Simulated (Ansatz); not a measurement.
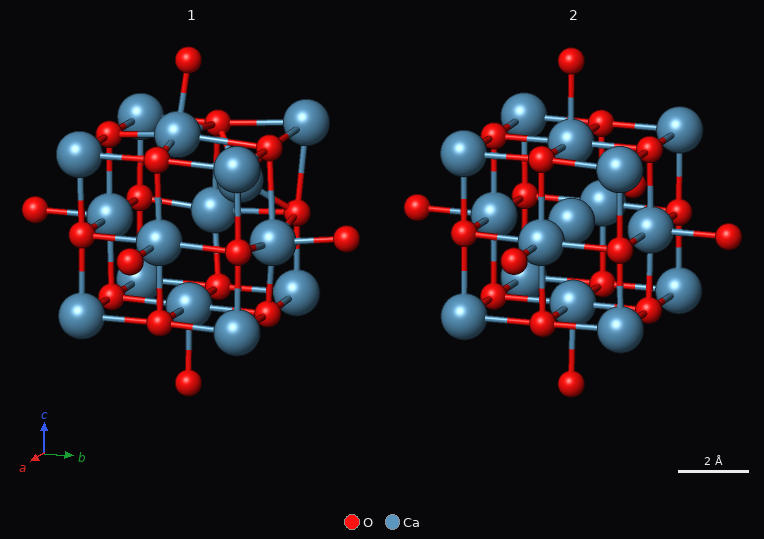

Two geometries of a defect cell of composition O$_{31}$Ca$_{33}$ (cell charge +1), drawn at one scale. One is the start of a relaxation, the other its converged end. The picture is a ball-and-stick view of the atoms within 5.0 Å of the atom that moves most (axes of the cell of the calculation (origin shifted)), seen slightly off an axis.

Method: Ansatz 0.2.0, DFT, PBEsol, PAW, plane waves. Settings: plane-wave cutoff 420 eV; k-point mesh 1 × 1 × 1; mesh shifted by (0.25, 0.25, 0.25); collinear spin; atoms relaxed in a fixed cell; force threshold 0.03 eV/Å; at most 80 steps.

Question: Which one is relaxed?

Answer: Structure 1 is the relaxed one. The largest move is that of a Ca atom, 1.91 Å along [−1 1 1]. By element the largest moves are Ca 1.91 Å, O 0.14 Å. The cell doesn't change. Some distances before and after: Ca–Ca 4.124 → 2.543 Å, Ca–Ca 2.347 → 3.905 Å, Ca–Ca 2.411 → 3.903 Å, Ca–Ca 2.416 → 3.871 Å. New bonds form, among them: Ca–O (3.32 → 2.13 Å), Ca–O (3.36 → 2.13 Å). Bond angles that change, for instance: O–Ca–O 179.2° → 163.6°, O–Ca–O 178.7° → 163.3°, O–Ca–O 178.4° → 163.2°. After 19 geometry steps the energy has fallen by 4.973 eV per cell of the calculation. The largest force component goes from 3.2 to 0.017 eV/Å. The run may lie on a higher electronic state than the lowest, so the end point isn't shown to be the ground-state structure.

Limits of the set-up: the cell is charged, on a uniform background, and energies carry no finite-size correction.
